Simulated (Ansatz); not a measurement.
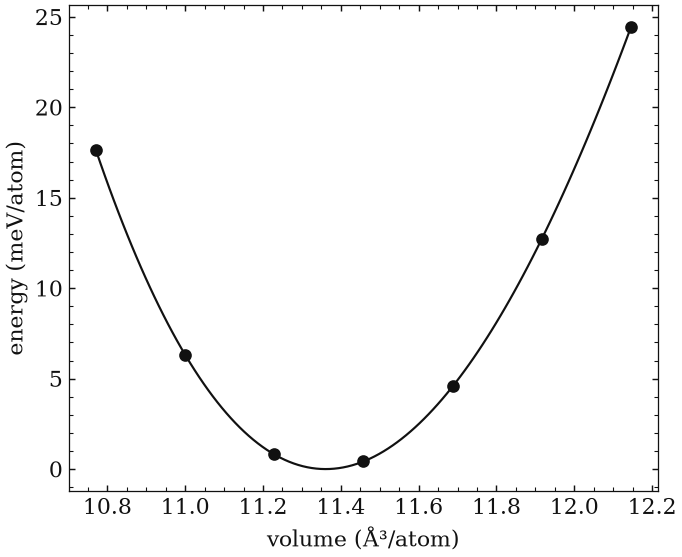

Plotted: energy against volume for Cu, space group I4/mmm (No. 139).

The given structure:
```cif
data_structure
_symmetry_space_group_name_H-M 'P 1'
_symmetry_Int_Tables_number 1
_cell_length_a 2.4611
_cell_length_b 2.4611
_cell_length_c 2.4611
_cell_angle_alpha 108.218
_cell_angle_beta 108.218
_cell_angle_gamma 112.008
_cell_volume 11.46
loop_
_atom_site_label
_atom_site_type_symbol
_atom_site_fract_x
_atom_site_fract_y
_atom_site_fract_z
_atom_site_occupancy
Cu1 Cu 0.00000 0.00000 0.00000 1
```

Method: all-electron LAPW DFT, no spin polarisation; energies at scaled volumes of the given cell, shape and fractions fixed, counted from the fit's minimum, third-order Birch-Murnaghan fit (Ansatz 0.2.0). Level: PBEsol.

- k mesh: 13×13×13
- occupations: Fermi–Dirac
- smearing width: 0.05 eV
- potentials: all electron LAPW, scalar relativistic
- program settings: basis error eV/atom 0.001

From this curve and the settings, what does the calculation give for the pressure at the same points?

The pressure falls from 10.10 GPa at volume 10.77 Å³/atom to −9.32 GPa at 12.15 Å³/atom, and changes sign near 11.36 Å³/atom.

```tsv
volume (Å³/atom)	pressure (GPa)
10.77	10.10
11.00	5.80
11.23	1.99
11.46	-1.38
11.69	-4.36
11.92	-6.99
12.15	-9.32
```

Limits of the calculation: shape and atomic fractions are frozen while scaling, which makes layered, chain and framework solids too stiff.
